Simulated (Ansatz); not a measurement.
Structure data:

```cif
data_structure
_symmetry_space_group_name_H-M 'P 1'
_symmetry_Int_Tables_number 1
_cell_length_a 3.8206
_cell_length_b 3.8206
_cell_length_c 42.0562
_cell_angle_alpha 90.000
_cell_angle_beta 90.000
_cell_angle_gamma 90.000
_cell_volume 613.88
loop_
_atom_site_label
_atom_site_type_symbol
_atom_site_fract_x
_atom_site_fract_y
_atom_site_fract_z
_atom_site_occupancy
Sn1 Sn 0.75000 0.25000 0.41475 1
O1 O 0.25000 0.25000 0.44270 1
O2 O 0.75000 0.75000 0.44270 1
Sn2 Sn 0.25000 0.75000 0.47057 1
Sn3 Sn 0.75000 0.25000 0.52943 1
O3 O 0.25000 0.25000 0.55730 1
O4 O 0.75000 0.75000 0.55730 1
Sn4 Sn 0.25000 0.75000 0.58525 1
```

Question: Characterise the structure given above.

Answer: It has the composition SnO. Content of the cell: 4 Sn, 4 O (Z = 4). Sn is coordinated by four O at 2.24 Å. About every O there are four Sn in a distorted tetrahedral arrangement at 2.24 Å. The bonds build SnO layers parallel to (001).

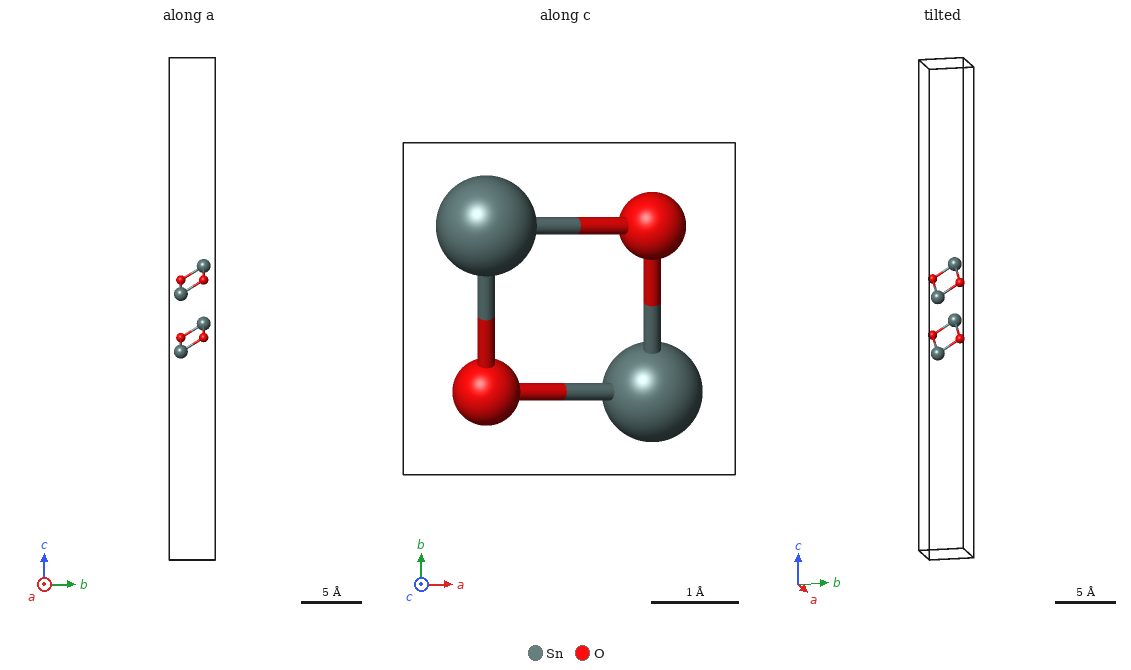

View along the a axis, along the c axis and slightly off an axis, drawn as a ball-and-stick model. The wireframe shows the simulation cell.

The structure was taken from a structure listed in the Materials Project, from which a slab was cut. The atoms were relaxed in a fixed cell with DFT PBE+D3(BJ), scalar-relativistic, plane waves, PAW in Ansatz 0.2.0.
